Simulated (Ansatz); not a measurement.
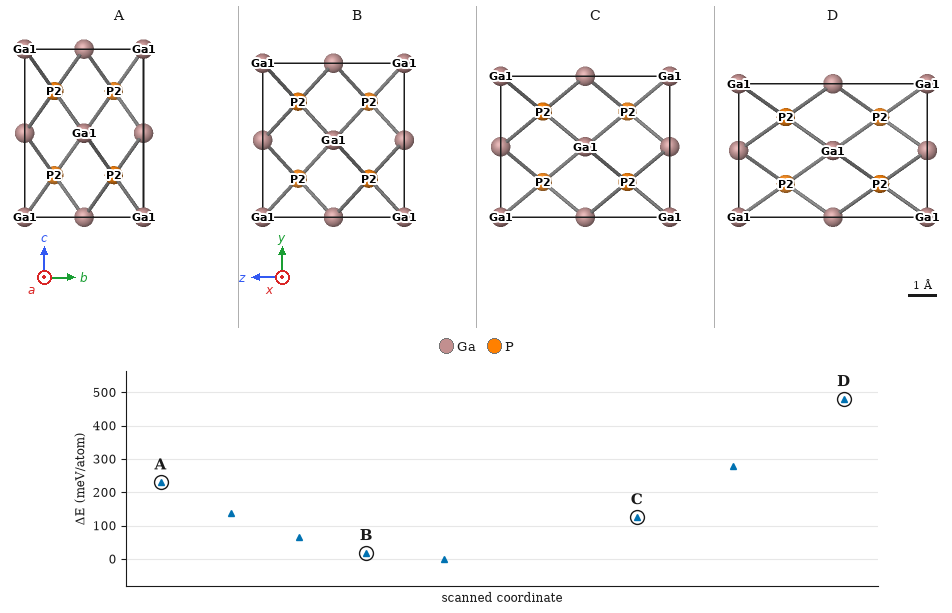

Frames of a one-coordinate scan of a crystal of GaP (F-43m). x, y and z are the Cartesian axes of the input. A ball-and-stick model of the conventional cell (4 times the calculation's cell), seen along the a axis. Lengths and directions refer to the drawn axes.

Method: DFT PBEsol, scalar-relativistic, plane waves, PAW in Ansatz 0.2.0. Settings: plane-wave cutoff 420 eV; k-point mesh 10 × 10 × 10; occupations gaussian; smearing width 0.05 eV; no spin polarisation. Energies (free energies at the smearing named) are counted from the cell as listed in its source, which wasn't relaxed.

> Which coordinate changes from frame to frame?

The ratio of the cell's length along z to its lengths across, counted as 1 for the reference, is changed at fixed volume (a tetragonal or Bain path), with the atoms kept at their fractional coordinates. In the frames the relative ratio is 0.707 (A), 0.92 (B), 1.20 (C), 1.414 (D). The lowest computed point lies at the relative ratio 1.00 (0 meV/atom). At the ends of the scan the energy is 232 meV/atom (0.707) and 482 meV/atom (1.414). The distortion takes the space group from F-43m to I-4m2. At the relative ratio 1.414 the cell of the drawing goes a 5.450 → 4.856 Å, b 5.450 → 6.867 Å, c 5.450 → 4.856 Å. The band gap on the mesh, 1.48 eV in the reference, closes at 0.707, 0.78, 1.30, 1.414.
